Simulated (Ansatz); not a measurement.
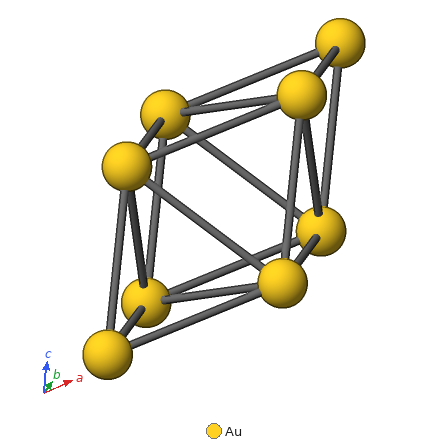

System: Au, space group Fm-3m (No. 225). The picture shows the cell.

Structure:
```
CELL_PARAMETERS angstrom
0.00000 2.04550 2.04550
2.04550 0.00000 2.04550
2.04550 2.04550 0.00000
ATOMIC_POSITIONS crystal
Au 0.00000 0.00000 0.00000
```

Method: deformation of a crystal at fixed volume, lengths along the axis scaled against those across it, fractional coordinates fixed, by plane-wave density functional theory with PAW datasets, free energies less that of the undisturbed cell, pressure positive in compression; scalar-relativistic (Ansatz 0.2.0). Level: PBE, no spin polarisation.

```csv
setting,value
wave cutoff,420 eV
k mesh,22×22×22
occupations,Gaussian
smearing width,0.15 eV
k shift,"(0, 0, 0) (mesh steps)"
start,as given
path,tetragonal
axis direction,"(0, 0, 1) (Cartesian unit vector)"
```

What does the calculation give for the energy change and pressure against relative axial ratio? The relative axial ratio takes the values 0.650, 0.707, 0.780, 0.850, 0.920, 0.960, 1.000, 1.050, 1.100, 1.200, 1.300, 1.414, 1.500.

The energy change is 20 meV/atom at relative axial ratio 0.650 and 538 meV/atom at 1.500; the lowest computed point is at relative axial ratio 1.000 (0 meV/atom); the curve passes over a maximum at 0.707 (22 meV/atom) and turns down again towards the edge of the range. The pressure goes from 8.3 GPa at relative axial ratio 0.650 to 29.6 GPa at 1.500, not monotonically, with a low of 7.9 GPa at 1.000.

```csv
axial ratio relative to the start,energy change (meV/atom),pressure (GPa)
0.650,20,8.3
0.707,22,8.2
0.780,19,8.2
0.850,14,8.2
0.920,6,8.0
0.960,2,7.9
1.000,0,7.9
1.050,3,8.0
1.100,13,8.3
1.200,65,10.6
1.300,167,14.9
1.414,354,22.4
1.500,538,29.6
```

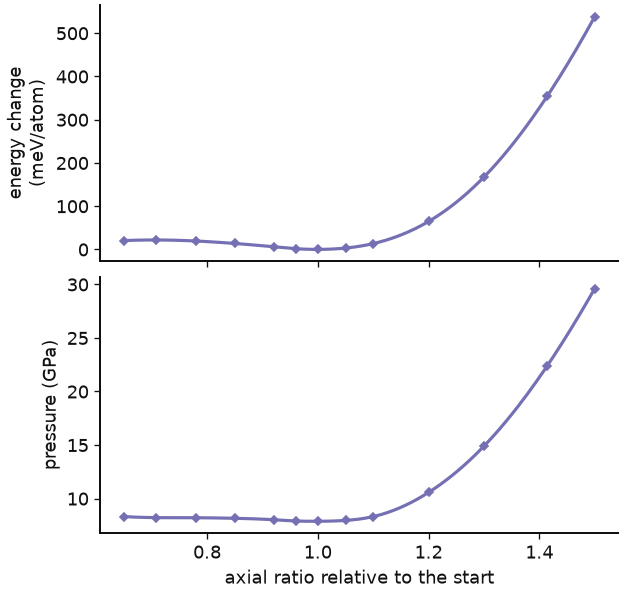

Note: reference crystal is not relaxed.
